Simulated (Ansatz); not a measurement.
Consider this structure.

```xyz
20
Lattice="11.5936 0.0000 0.0000 0.0000 3.9978 0.0000 0.0000 0.0000 11.1606" Properties=species:S:1:pos:R:3 pbc="T T T"
Bi    0.2035    0.9994    3.6422
Bi   11.3901    2.9983    7.5184
Bi    5.5933    2.9983    9.2225
Bi    6.0003    0.9994    1.9381
Bi    1.8141    2.9983    0.3643
Bi    9.7795    0.9994   10.7963
Bi    3.9827    0.9994    5.9446
Bi    7.6109    2.9983    5.2160
S     5.2379    2.9983    4.1434
S     6.3557    0.9994    7.0172
S     0.5589    0.9994    9.7237
S    11.0347    2.9983    1.4369
S     1.4097    2.9983    4.9503
S    10.1838    0.9994    6.2103
S     4.3871    0.9994   10.5306
S     7.2065    2.9983    0.6300
S     8.2389    0.9994    3.4448
S     3.3547    2.9983    7.7158
S     9.1515    2.9983    9.0251
S     2.4421    0.9994    2.1355
```

Question: Work out the structure from the coordinates.

Answer: It has the composition Bi2S3. The atoms follow space group Pnma (No. 62); the Bravais lattice is primitive orthorhombic. The cell comprises 4 formula units: 8 Bi, 12 S. Bi takes two kinds of site: 4c with six S at 2.68 to 3.07 Å; 4c with five S in a distorted square pyramidal arrangement at 2.60 to 2.97 Å. S takes three kinds of site: 4c with five Bi in a distorted square pyramidal arrangement at 2.60 to 3.07 Å; 4c with three Bi in a trigonal pyramidal arrangement at 2.68 to 3.03 Å; 4c with three Bi in a trigonal pyramidal arrangement at 2.70 to 2.74 Å. The bonds build Bi2S3 layers parallel to (100).

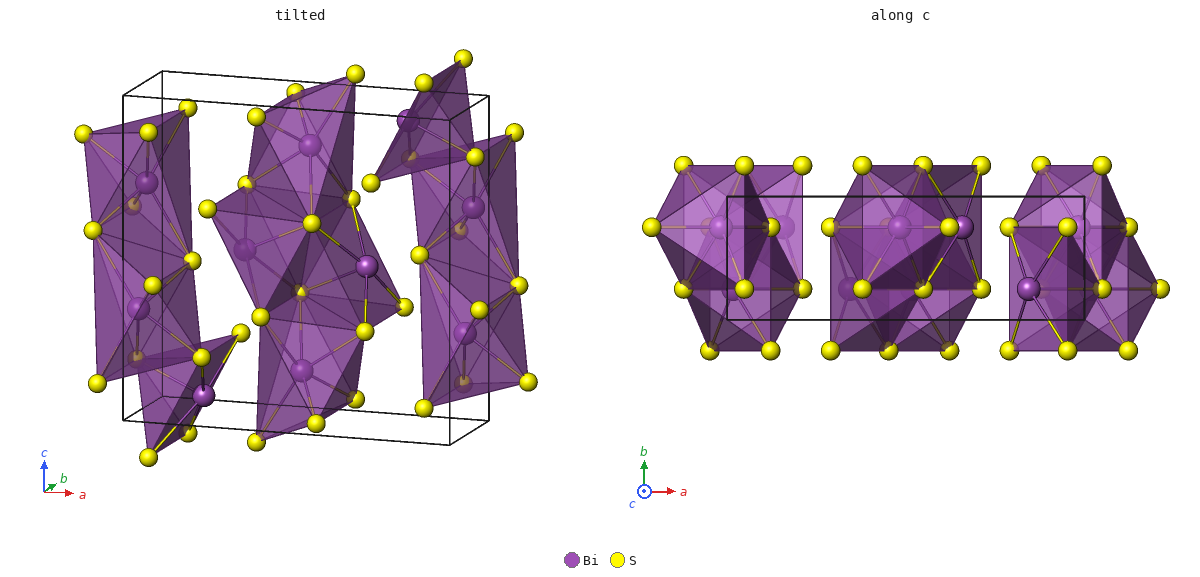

Polyhedral model, viewed slightly off an axis and along the c axis. The conventional unit cell is drawn as a box. Some atoms of the next cells are drawn as well.

The model was built from a structure listed in the Materials Project. Earlier steps of the study may have refined or changed the cell and positions. It was the input of a calculation with Ansatz.
